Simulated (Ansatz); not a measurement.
# Copper, fcc under BLYP: ground state and equation of state

Aim: take copper in the fcc structure, relax it, solve it on a dense k-mesh, switch on spin-orbit coupling, then scale the cell to 7 volumes from 88 to 112 % of the relaxed one and try a fit of the equation of state. The k-meshes are 15×15×15 for the relaxation; 24×24×24 for the dense run; 15×15×15 for spin-orbit coupling; 24×24×24 for the volumes. The starting cell is the deposited one, from the Crystallography Open Database.

Program: Ansatz 0.2.0. Level of theory: DFT BLYP, plane waves (420 eV) with PAW, scalar-relativistic; PBE-made PAW files. These are calculated values, not measurements.

## 1. Starting point

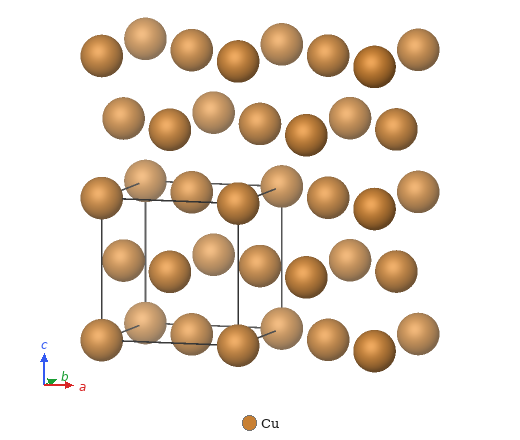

Start, viewed slightly off an axis; copper orange. 2×1×2 conventional cells are drawn; the run uses a primitive one. Any atoms on the faces are drawn again on the opposite ones.

Coordinates:

```cif
data_structure
_symmetry_space_group_name_H-M 'Fm-3m'
_symmetry_Int_Tables_number 225
_cell_length_a 3.6150
_cell_length_b 3.6150
_cell_length_c 3.6150
_cell_angle_alpha 90.000
_cell_angle_beta 90.000
_cell_angle_gamma 90.000
_cell_volume 47.24
loop_
_atom_site_label
_atom_site_type_symbol
_atom_site_symmetry_multiplicity
_atom_site_Wyckoff_symbol
_atom_site_fract_x
_atom_site_fract_y
_atom_site_fract_z
_atom_site_occupancy
Cu1 Cu 4 a 0.00000 0.00000 0.00000 1
```

## 2. Relaxation of the cell

input.yaml

```yaml
crystal:
  lattice:
    - [0.0, 1.80748, 1.80748]
    - [1.80748, 0.0, 1.80748]
    - [1.80748, 1.80748, 0.0]
  atoms:
    - { symbol: Cu, position: [0.0, 0.0, 0.0] }
hamiltonian:
  xc: blyp
  pseudopotentials:
    kind: paw
    azcp:
      Cu: "pseudopotentials/Cu.paw.azcp"
basis:
  ecutwfc: 420
  fft_grid_basis: typed
kpoints:
  mp_grid: { grid: [15, 15, 15], shift: [0, 0, 0] }
magnetization:
  spin_polarized: false
scf:
  occupations: { method: fermi_dirac, width: 0.1 }
relax:
  max_steps: 60
  f_tol: 0.01
  cell: {}
```

Output:

```text
Engine: ansatz 0.2.0, x86_64-unknown-linux-gnu
Pseudopotentials: kind: paw
Pseudopotential: Cu, paw, valence charge 19, recommended cutoff 420 eV (normal), <dir>
Functional definition: BLYP
  parameter beta = 0.0042
  parameter a = 0.04918
  parameter b = 0.132
  parameter c = 0.2533
  parameter d = 0.349
  exchange = b88_x(beta = beta)
  correlation = lyp_c(a = a, b = b, c = c, d = d)
Crystal: 1 atoms, lattice volume = 11.810 Å³
Basis set: ecut = 420 eV, 259 PW (Γ), exchange–correlation on 36×36×36 points (8 copies of the dense FFT grid, shifted against one another)
Bands: 14, of which v1, the nominal top of the filled ones, is band 10 counted from 1 (9 counted from 0)
Symmetry: 48 space group operations
Space group: Fm-3m (ITA 225), of the structure as read, at distance tolerance 2.3e-5 Å
k-points: 120 of 3375
Non-local potential: Cu, projectors of the file, l = 0: 3, l = 1: 2, l = 2: 3, l = 3: 1
PAW form: soft (Blöchl's): semilocal exchange-correlation on the pseudo side does not see the compensation charge
PAW frozen core: Cu, regenerated for the run's functional, and the local potential with it (the file was generated under x = pbe(κ = 0.804, μ = 0.2195149727645171), c = pbe(β = 0.06672455060314922))
PAW one-centre angular grid: Cu, 590 points (default); XC on 64 Gauss nodes
Initial density: superposition of atomic densities (neutral atoms: chi_scale 0, normalization atom), corrected by the library's trained network
Initial wavefunctions: pseudopotential atomic-orbital guess
Functional: x = b88, c = lyp
SCF iter   1: F=—  HF=-6634.165387 eV  |F-HF|=—  |Δ(HF+E_count)|=         —  Δρ=1.96e-2  dr2=3.17e-2  ethr=1.77e-3  ⟨swp⟩=5.3  Hψ=8407  notcnv=0
preconditioner: auto → none  [metal: Δε(μ)=0.101 eV  Ē_g=17.227 eV  σ=0.100 eV  W_gap=0.24  n_scr=0 (ndim 8)  ℏωp=35.8 eV  f_vac=0.000  D(μ)=0.34/eV (n_scr^D=0)]
SCF iter   2: F=—  HF=-6634.160355 eV  |F-HF|=—  |Δ(HF+E_count)|=   5.03e-3  Δρ=3.19e-3  dr2=7.99e-4  ethr=1.67e-4  ⟨swp⟩=2.0  Hψ=3096  notcnv=0  defer=15
SCF iter   3: F=—  HF=-6634.160364 eV  |F-HF|=—  |Δ(HF+E_count)|=   9.49e-6  Δρ=2.07e-3  dr2=3.99e-4  ethr=4.20e-6  ⟨swp⟩=3.0  Hψ=2853  notcnv=0  defer=15
SCF iter   4: F=—  HF=-6634.160367 eV  |F-HF|=—  |Δ(HF+E_count)|=   2.43e-6  Δρ=1.52e-4  dr2=1.13e-6  ethr=2.10e-6  ⟨swp⟩=1.1  Hψ=1770  notcnv=0  defer=15
SCF iter   5: F=—  HF=-6634.160363 eV  |F-HF|=—  |Δ(HF+E_count)|=   3.59e-6  Δρ=1.22e-5  dr2=6.71e-9  ethr=5.94e-9  ⟨swp⟩=2.0  Hψ=2307  notcnv=0  defer=15
SCF iter   6: F=-6634.160363 eV  HF=-6634.160363 eV  |F-HF|=1.56e-10  |Δ(HF+E_count)|=   9.85e-9  Δρ=1.23e-6  dr2=6.70e-11  ethr=3.53e-11  ⟨swp⟩=2.0  Hψ=5286  notcnv=0
SCF 1 converged in 6 iterations: F = -6634.160363 eV  dr2 = 6.70e-11
relax step   1: F+E_penalty+E_count = -6634.16036294 eV  Δ(F+E_penalty+E_count) = +0.000e0 eV  max|allowed force component| = 0.000e0 eV/Å  Δτ_max = 0.0000 Å  P = +9.873 GPa  Ω = 11.810 Å³  (6 SCF iters, dr2 threshold 1.00e-7 eV, accepted)
Crystal: 1 atoms, lattice volume = 12.215 Å³
Initial density: handed on by an earlier stage of this run
Initial wavefunctions: those handed on with the density
iter 1 solved again at ethr=5.48e-5 eV; its pass at ethr=3.10e-3 eV (dr2=1.04e-2 eV) is discarded
SCF iter   1: F=—  HF=-6634.180839 eV  |F-HF|=—  |Δ(HF+E_count)|=         —  Δρ=1.15e-2  dr2=1.05e-2  ethr=5.48e-5  ⟨swp⟩=1.0  Hψ=11095  notcnv=0
preconditioner: auto → none  [metal: Δε(μ)=0.106 eV  Ē_g=16.795 eV  σ=0.100 eV  W_gap=0.26  n_scr=0 (ndim 8)  ℏωp=35.2 eV  f_vac=0.000  D(μ)=0.34/eV (n_scr^D=0)]
SCF iter   2: F=—  HF=-6634.178591 eV  |F-HF|=—  |Δ(HF+E_count)|=   2.25e-3  Δρ=9.90e-4  dr2=5.36e-5  ethr=5.48e-5  ⟨swp⟩=2.3  Hψ=2329  notcnv=0
SCF iter   3: F=—  HF=-6634.178483 eV  |F-HF|=—  |Δ(HF+E_count)|=   1.08e-4  Δρ=6.49e-4  dr2=4.48e-5  ethr=2.82e-7  ⟨swp⟩=2.0  Hψ=2834  notcnv=0
SCF iter   4: F=—  HF=-6634.178472 eV  |F-HF|=—  |Δ(HF+E_count)|=   1.14e-5  Δρ=9.06e-5  dr2=2.68e-7  ethr=2.36e-7  ⟨swp⟩=2.1  Hψ=2189  notcnv=0
iter 5 did not close the SCF: its close was put off for the readings that it lacked (scf_convergence_deferred on its scf_iter line)
SCF iter   5: F=-6634.178473 eV  HF=-6634.178473 eV  |F-HF|=5.58e-10  |Δ(HF+E_count)|=   9.92e-7  Δρ=4.68e-6  dr2=1.67e-9  ethr=1.41e-9  ⟨swp⟩=2.0  Hψ=2829  notcnv=0
SCF iter   6: F=-6634.178473 eV  HF=-6634.178473 eV  |F-HF|=9.09e-12  |Δ(HF+E_count)|=  8.37e-11  Δρ=8.64e-7  dr2=6.12e-11  ethr=8.78e-12  ⟨swp⟩=1.6  Hψ=5087  notcnv=0
SCF 2 converged in 6 iterations: F = -6634.178473 eV  dr2 = 6.12e-11
relax step   2: F+E_penalty+E_count = -6634.17847284 eV  Δ(F+E_penalty+E_count) = -1.811e-2 eV  max|allowed force component| = 0.000e0 eV/Å  Δτ_max = 0.0000 Å  P = +4.774 GPa  Ω = 12.215 Å³  energy of the carried Pulay correction = -1.863e-4 eV  (6 SCF iters, dr2 threshold 1.00e-7 eV, accepted)
Crystal: 1 atoms, lattice volume = 12.620 Å³
iter 1 solved again at ethr=5.35e-5 eV; its pass at ethr=3.10e-3 eV (dr2=1.02e-2 eV) is discarded
SCF iter   1: F=—  HF=-6634.187127 eV  |F-HF|=—  |Δ(HF+E_count)|=         —  Δρ=1.12e-2  dr2=1.03e-2  ethr=5.35e-5  ⟨swp⟩=1.0  Hψ=11075  notcnv=0
preconditioner: auto → none  [metal: Δε(μ)=0.099 eV  Ē_g=16.418 eV  σ=0.100 eV  W_gap=0.24  n_scr=0 (ndim 8)  ℏωp=34.7 eV  f_vac=0.000  D(μ)=0.36/eV (n_scr^D=0)]
SCF iter   2: F=—  HF=-6634.184971 eV  |F-HF|=—  |Δ(HF+E_count)|=   2.16e-3  Δρ=9.25e-4  dr2=5.47e-5  ethr=5.35e-5  ⟨swp⟩=2.3  Hψ=2317  notcnv=0
SCF iter   3: F=—  HF=-6634.184870 eV  |F-HF|=—  |Δ(HF+E_count)|=   1.01e-4  Δρ=6.36e-4  dr2=4.45e-5  ethr=2.88e-7  ⟨swp⟩=2.0  Hψ=2822  notcnv=0
SCF iter   4: F=—  HF=-6634.184858 eV  |F-HF|=—  |Δ(HF+E_count)|=   1.18e-5  Δρ=7.66e-5  dr2=2.07e-7  ethr=2.34e-7  ⟨swp⟩=2.3  Hψ=2222  notcnv=0
iter 5 did not close the SCF: its close was put off for the readings that it lacked (scf_convergence_deferred on its scf_iter line)
SCF iter   5: F=-6634.184859 eV  HF=-6634.184859 eV  |F-HF|=4.45e-9  |Δ(HF+E_count)|=   7.83e-7  Δρ=6.43e-6  dr2=1.78e-9  ethr=1.09e-9  ⟨swp⟩=2.0  Hψ=2835  notcnv=0
SCF iter   6: F=-6634.184859 eV  HF=-6634.184859 eV  |F-HF|=1.27e-11  |Δ(HF+E_count)|=  6.66e-10  Δρ=7.45e-7  dr2=4.62e-11  ethr=9.39e-12  ⟨swp⟩=1.3  Hψ=5037  notcnv=0
SCF 3 converged in 6 iterations: F = -6634.184859 eV  dr2 = 4.62e-11
relax step   3: F+E_penalty+E_count = -6634.18485921 eV  Δ(F+E_penalty+E_count) = -6.386e-3 eV  max|allowed force component| = 0.000e0 eV/Å  Δτ_max = 0.0000 Å  P = +0.555 GPa  Ω = 12.620 Å³  energy of the carried Pulay correction = -3.666e-4 eV  (6 SCF iters, dr2 threshold 1.00e-7 eV, accepted)
Crystal: 1 atoms, lattice volume = 12.675 Å³
iter 1 solved again at ethr=9.90e-7 eV; its pass at ethr=3.10e-3 eV (dr2=1.88e-4 eV) is discarded
SCF iter   1: F=—  HF=-6634.184976 eV  |F-HF|=—  |Δ(HF+E_count)|=         —  Δρ=1.49e-3  dr2=1.82e-4  ethr=9.90e-7  ⟨swp⟩=2.1  Hψ=10456  notcnv=0
preconditioner: auto → none  [metal: Δε(μ)=0.113 eV  Ē_g=16.308 eV  σ=0.100 eV  W_gap=0.27  n_scr=0 (ndim 8)  ℏωp=34.6 eV  f_vac=0.000  D(μ)=0.35/eV (n_scr^D=0)]
SCF iter   2: F=—  HF=-6634.184943 eV  |F-HF|=—  |Δ(HF+E_count)|=   3.24e-5  Δρ=1.18e-4  dr2=1.15e-6  ethr=9.57e-7  ⟨swp⟩=2.2  Hψ=2282  notcnv=0
SCF iter   3: F=—  HF=-6634.184937 eV  |F-HF|=—  |Δ(HF+E_count)|=   6.44e-6  Δρ=8.14e-5  dr2=7.31e-7  ethr=6.07e-9  ⟨swp⟩=2.6  Hψ=2758  notcnv=0
iter 4 did not close the SCF: its close was put off for the readings that it lacked (scf_convergence_deferred on its scf_iter line)
SCF iter   4: F=-6634.184937 eV  HF=-6634.184937 eV  |F-HF|=7.60e-9  |Δ(HF+E_count)|=   1.89e-7  Δρ=9.34e-6  dr2=3.33e-9  ethr=3.85e-9  ⟨swp⟩=2.4  Hψ=2256  notcnv=0
iter 5 did not close the SCF: its close was put off for the readings that it lacked (scf_convergence_deferred on its scf_iter line)
SCF iter   5: F=-6634.184937 eV  HF=-6634.184937 eV  |F-HF|=1.37e-10  |Δ(HF+E_count)|=   1.19e-8  Δρ=1.31e-6  dr2=8.28e-11  ethr=1.75e-11  ⟨swp⟩=2.0  Hψ=2825  notcnv=0
SCF iter   6: F=-6634.184937 eV  HF=-6634.184937 eV  |F-HF|=9.09e-13  |Δ(HF+E_count)|=  1.55e-11  Δρ=7.68e-8  dr2=4.88e-13  ethr=1.00e-12  ⟨swp⟩=1.1  Hψ=4529  notcnv=0
SCF 4 converged in 6 iterations: F = -6634.184937 eV  dr2 = 4.88e-13
relax step   4: F+E_penalty+E_count = -6634.18493682 eV  Δ(F+E_penalty+E_count) = -7.761e-5 eV  max|allowed force component| = 0.000e0 eV/Å  Δτ_max = 0.0000 Å  P = +0.038 GPa  Ω = 12.675 Å³  energy of the carried Pulay correction = -3.907e-4 eV  (6 SCF iters, dr2 threshold 1.00e-7 eV, accepted)
Initial wavefunctions: pseudopotential atomic-orbital guess (no wavefunctions were taken with the density)
iter 1 solved again at ethr=3.50e-8 eV; its pass at ethr=3.10e-3 eV (dr2=6.65e-6 eV) is discarded
SCF iter   1: F=—  HF=-6634.181749 eV  |F-HF|=—  |Δ(HF+E_count)|=         —  Δρ=1.54e-3  dr2=6.75e-6  ethr=3.50e-8  ⟨swp⟩=3.0  Hψ=13208  notcnv=0
preconditioner: auto → none  [metal: Δε(μ)=0.115 eV  Ē_g=16.299 eV  σ=0.100 eV  W_gap=0.28  n_scr=0 (ndim 8)  ℏωp=34.6 eV  f_vac=0.000  D(μ)=0.35/eV (n_scr^D=0)]
SCF iter   2: F=—  HF=-6634.184449 eV  |F-HF|=—  |Δ(HF+E_count)|=   2.70e-3  Δρ=7.87e-4  dr2=2.79e-6  ethr=3.50e-8  ⟨swp⟩=2.4  Hψ=2282  notcnv=0
SCF iter   3: F=—  HF=-6634.185318 eV  |F-HF|=—  |Δ(HF+E_count)|=   8.69e-4  Δρ=1.73e-4  dr2=2.52e-7  ethr=1.47e-8  ⟨swp⟩=2.1  Hψ=2343  notcnv=0
SCF iter   4: F=—  HF=-6634.185364 eV  |F-HF|=—  |Δ(HF+E_count)|=   4.55e-5  Δρ=1.70e-5  dr2=1.78e-8  ethr=1.33e-9  ⟨swp⟩=2.2  Hψ=2228  notcnv=0
SCF iter   5: F=—  HF=-6634.185364 eV  |F-HF|=—  |Δ(HF+E_count)|=   5.50e-8  Δρ=4.13e-6  dr2=1.26e-9  ethr=9.35e-11  ⟨swp⟩=1.4  Hψ=1889  notcnv=0
SCF iter   6: F=-6634.185364 eV  HF=-6634.185364 eV  |F-HF|=4.55e-12  |Δ(HF+E_count)|=  1.20e-10  Δρ=1.45e-7  dr2=8.24e-13  ethr=1.00e-12  ⟨swp⟩=4.3  Hψ=7865  notcnv=0
SCF 5 converged in 6 iterations: F = -6634.185364 eV  dr2 = 8.24e-13
relax step   5: F+E_penalty+E_count = -6634.18536380 eV  Δ(F+E_penalty+E_count) = -4.270e-4 eV  max|allowed force component| = 0.000e0 eV/Å  Δτ_max = 0.0000 Å  P = +0.070 GPa  Ω = 12.675 Å³  stress off target by 7.01e-2 GPa  SCF on the basis re-selected at this cell (its energy is not comparable with the rows above)  (6 SCF iters)
basis re-selected at this cell: Δ(F+E_penalty+E_count) = -4.270e-4 eV, ΔP = +0.033 GPa vs the last step (what re-selecting the basis moved, of the pressure what is left beyond the Pulay correction that the steps carried, after the strain that the cell walked since its last selection, with what the two solves' SCF thresholds leave and, on support functions, any second-order correction that the steps lacked; it is no measure of the basis error at this ecutwfc). This SCF's stress stands 7.01e-2 GPa from its target on what of the cell is left free (relax.cell.stress_tol is 5.00e-2 GPa) and its largest allowed force component is 0.00e0 eV/Å (relax.f_tol is 1.00e-2 eV/Å): not within both, so this SCF does not close the relaxation
Crystal: 1 atoms, lattice volume = 12.682 Å³
iter 1 solved again at ethr=1.75e-8 eV; its pass at ethr=3.10e-3 eV (dr2=3.33e-6 eV) is discarded
SCF iter   1: F=—  HF=-6634.185363 eV  |F-HF|=—  |Δ(HF+E_count)|=         —  Δρ=2.02e-4  dr2=3.35e-6  ethr=1.75e-8  ⟨swp⟩=2.0  Hψ=10093  notcnv=0
preconditioner: auto → none  [metal: Δε(μ)=0.115 eV  Ē_g=16.292 eV  σ=0.100 eV  W_gap=0.28  n_scr=0 (ndim 8)  ℏωp=34.6 eV  f_vac=0.000  D(μ)=0.35/eV (n_scr^D=0)]
SCF iter   2: F=—  HF=-6634.185362 eV  |F-HF|=—  |Δ(HF+E_count)|=   9.01e-7  Δρ=1.63e-5  dr2=1.99e-8  ethr=1.75e-8  ⟨swp⟩=2.3  Hψ=2321  notcnv=0
SCF iter   3: F=—  HF=-6634.185362 eV  |F-HF|=—  |Δ(HF+E_count)|=   2.79e-8  Δρ=1.12e-5  dr2=1.38e-8  ethr=1.05e-10  ⟨swp⟩=2.3  Hψ=2847  notcnv=0
iter 4 did not close the SCF: its close was put off for the readings that it lacked (scf_convergence_deferred on its scf_iter line)
SCF iter   4: F=-6634.185362 eV  HF=-6634.185362 eV  |F-HF|=1.82e-10  |Δ(HF+E_count)|=   3.24e-9  Δρ=1.46e-6  dr2=7.52e-11  ethr=7.27e-11  ⟨swp⟩=2.5  Hψ=2389  notcnv=0
iter 5 did not close the SCF: its close was put off for the readings that it lacked (scf_convergence_deferred on its scf_iter line)
SCF iter   5: F=-6634.185362 eV  HF=-6634.185362 eV  |F-HF|=0.00e0  |Δ(HF+E_count)|=  2.49e-10  Δρ=6.23e-8  dr2=4.12e-13  ethr=1.00e-12  ⟨swp⟩=2.0  Hψ=2324  notcnv=0
SCF iter   6: F=-6634.185362 eV  HF=-6634.185362 eV  |F-HF|=9.09e-13  |Δ(HF+E_count)|=  1.82e-12  Δρ=1.10e-8  dr2=8.25e-15  ethr=1.00e-12  ⟨swp⟩=1.1  Hψ=3867  notcnv=0
SCF 6 converged in 6 iterations: F = -6634.185362 eV  dr2 = 8.25e-15
relax step   6: F+E_penalty+E_count = -6634.18536232 eV  Δ(F+E_penalty+E_count) = +1.476e-6 eV  max|allowed force component| = 0.000e0 eV/Å  Δτ_max = 0.0000 Å  P = +0.002 GPa  Ω = 12.682 Å³  energy of the carried Pulay correction = -3.161e-6 eV  (6 SCF iters, dr2 threshold 1.23e-8 eV, accepted)
iter 1 solved again at ethr=2.22e-10 eV; its pass at ethr=3.10e-3 eV (dr2=4.21e-8 eV) is discarded
SCF iter   1: F=—  HF=-6634.185363 eV  |F-HF|=—  |Δ(HF+E_count)|=         —  Δρ=3.25e-7  dr2=5.19e-12  ethr=2.22e-10  ⟨swp⟩=4.1  Hψ=14640  notcnv=0
preconditioner: auto → none  [metal: Δε(μ)=0.115 eV  Ē_g=16.291 eV  σ=0.100 eV  W_gap=0.28  n_scr=0 (ndim 8)  ℏωp=34.6 eV  f_vac=0.000  D(μ)=0.35/eV (n_scr^D=0)]
iter 2 did not close the SCF: its close was put off for the readings that it lacked (scf_convergence_deferred on its scf_iter line)
SCF iter   2: F=-6634.185363 eV  HF=-6634.185363 eV  |F-HF|=8.19e-12  |Δ(HF+E_count)|=   2.01e-7  Δρ=3.60e-7  dr2=5.58e-12  ethr=1.00e-12  ⟨swp⟩=2.2  Hψ=2312  notcnv=0
iter 3 did not close the SCF: its close was put off for the readings that it lacked (scf_convergence_deferred on its scf_iter line)
SCF iter   3: F=-6634.185363 eV  HF=-6634.185363 eV  |F-HF|=1.82e-12  |Δ(HF+E_count)|=    0.00e0  Δρ=1.72e-7  dr2=8.82e-13  ethr=1.00e-12  ⟨swp⟩=1.0  Hψ=1680  notcnv=0
iter 4 did not close the SCF: its close was put off for the readings that it lacked (scf_convergence_deferred on its scf_iter line)
SCF iter   4: F=-6634.185363 eV  HF=-6634.185363 eV  |F-HF|=2.73e-12  |Δ(HF+E_count)|=  9.09e-13  Δρ=1.95e-8  dr2=2.43e-14  ethr=1.00e-12  ⟨swp⟩=1.0  Hψ=1680  notcnv=0
iter 5 did not close the SCF: its close was put off for the readings that it lacked (scf_convergence_deferred on its scf_iter line)
SCF iter   5: F=-6634.185363 eV  HF=-6634.185363 eV  |F-HF|=1.82e-12  |Δ(HF+E_count)|=  9.09e-13  Δρ=1.25e-8  dr2=1.08e-14  ethr=1.00e-12  ⟨swp⟩=1.0  Hψ=1680  notcnv=0
SCF iter   6: F=-6634.185363 eV  HF=-6634.185363 eV  |F-HF|=9.09e-13  |Δ(HF+E_count)|=  9.09e-13  Δρ=4.95e-9  dr2=1.59e-15  ethr=1.00e-12  ⟨swp⟩=2.1  Hψ=4826  notcnv=0
SCF 7 converged in 6 iterations: F = -6634.185363 eV  dr2 = 1.59e-15
relax step   7: F+E_penalty+E_count = -6634.18536305 eV  Δ(F+E_penalty+E_count) = -7.287e-7 eV  max|allowed force component| = 0.000e0 eV/Å  Δτ_max = 0.0000 Å  P = +0.002 GPa  Ω = 12.682 Å³  stress off target by 2.08e-3 GPa  SCF on the basis re-selected at this cell (its energy is not comparable with the rows above)  (6 SCF iters)
basis re-selected at this cell: Δ(F+E_penalty+E_count) = -7.287e-7 eV, ΔP = +0.000 GPa vs the last step (what re-selecting the basis moved, of the pressure what is left beyond the Pulay correction that the steps carried, after the strain that the cell walked since its last selection, with what the two solves' SCF thresholds leave and, on support functions, any second-order correction that the steps lacked; it is no measure of the basis error at this ecutwfc). This SCF's stress stands 2.08e-3 GPa from its target on what of the cell is left free (relax.cell.stress_tol is 5.00e-2 GPa) and its largest allowed force component is 0.00e0 eV/Å (relax.f_tol is 1.00e-2 eV/Å): within both
SCF converged after 6 iterations
Free energy (F): -6634.185363 eV
Harris-Foulkes:  -6634.185363 eV  (|F-HF|=9.09e-13)
Internal energy: -6634.173996 eV  (E = F + TS)
E sigma→0 (E₀):  -6634.179679 eV
Entropy (-TS):   -0.011367 eV (-11.367 meV/atom)
Fermi energy:    15.833908 eV
--- Per-component energies (eV) ---
  E_band       = -375.487488
  E_kinetic    = 300.057970
  E_local      = -4180.110015  (includes V_loc(G=0)·N_el)
  E_nonlocal   = 385.907366
  E_hartree    = 1842.511432
  E_xc         = -87.874715
  E_vxc        = -113.027500  (∫ρ·V_xc dr)
  E_paw        = -1675.566146  (= ΣΔE_a)
  E_vpaw       = -453.338387  (= ΣTr[D̂ρ^β])
  E_aug_tail   = 0.000217  (compensation charges beyond the density's cutoff)
  E_ewald      = -3219.100575
  E_core_change = 0.000469  (= ΣΔE_core)
  E_smearing   = -0.011367  (= −TS)
  E_closure    = -0.000000  (closes the sum)
  Σ components = -6634.185363   (vs F -6634.185363, Δ=0.00e0)
--- Forces (eV/Å), atoms counted from 1 ---
  atom   1  Cu    -0.00000000     0.00000000     0.00000000
  max |Σ_I F_I| component: 1.56e-31 eV/Å
--- Stress (GPa, compression-positive) ---
        0.002080       0.000000       0.000000
        0.000000       0.002080      -0.000000
        0.000000      -0.000000       0.002080
  P = ⅓ Tr σ = 0.0021 GPa (0.021 kbar)
--- Relaxed structure (5 steps of the walk, 5 accepted, 2 SCFs on fresh bases) ---
  F+E_penalty+E_count = -6634.18536305 eV   max|allowed force component| = 0.000e0 eV/Å   (the final SCF, on the basis selected at the relaxed cell)
  cell:  # Å, volume = 12.6824 Å³
    - [-2.8343006932981717e-34, 1.8509331775084499, 1.8509331775084499]
    - [1.8509331775084499, 1.0827665569903128e-34, 1.8509331775084499]
    - [1.8509331775084499, 1.8509331775084499, 2.8979928437093666e-34]
  atoms:
    - { symbol: Cu, position: [0.0, 0.0, 0.0] }
```

Run time: 11 s. Hardware: 1 thread of an x86-64 CPU, shared host; peak memory 0.51 GiB.

The walk, from the log:

```
step  energy change (meV/atom)  largest force (eV/Å)  pressure (GPa)  volume (Å³/atom)
   1                      0.00                0.0000            9.87            11.810
   2                    -18.11                0.0000            4.77            12.215
   3                    -24.50                0.0000            0.55            12.620
   4                    -24.57                0.0000            0.04            12.675
   5                    -25.00                0.0000            0.07            12.675
   6                    -25.00                0.0000            0.00            12.682
   7                    -25.00                0.0000            0.00            12.682
```

Steps that repeat a cell are solved on a basis chosen anew, so their changes of energy are no gain of the relaxation.

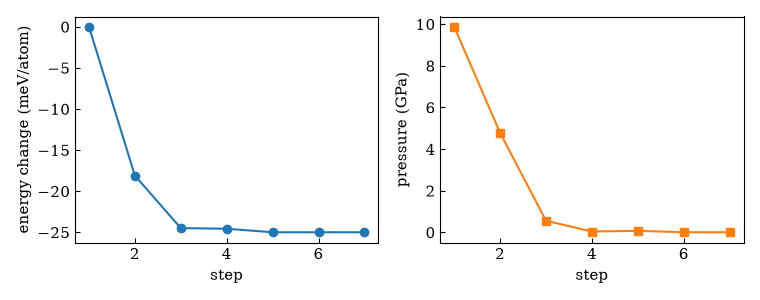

Energy and pressure over the accepted steps.

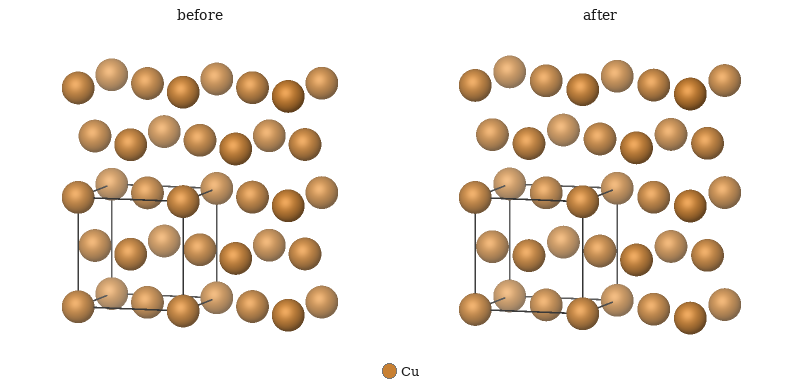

Start and end of the relaxation side by side. The cells drawn are those of the first picture.

Changes in the cell that was computed:

|  | before | after | change |
| --- | --- | --- | --- |
| a (Å) | 2.556 | 2.618 | +2.4 % |
| b (Å) | 2.556 | 2.618 | +2.4 % |
| c (Å) | 2.556 | 2.618 | +2.4 % |
| volume (Å³/atom) | 11.810 | 12.682 | +7.4 % |
| shortest distance (Å) | 2.556 | 2.618 | +2.4 % |
| space group (spins left aside) | Fm-3m | Fm-3m | same |

[end of part 1 of 2]
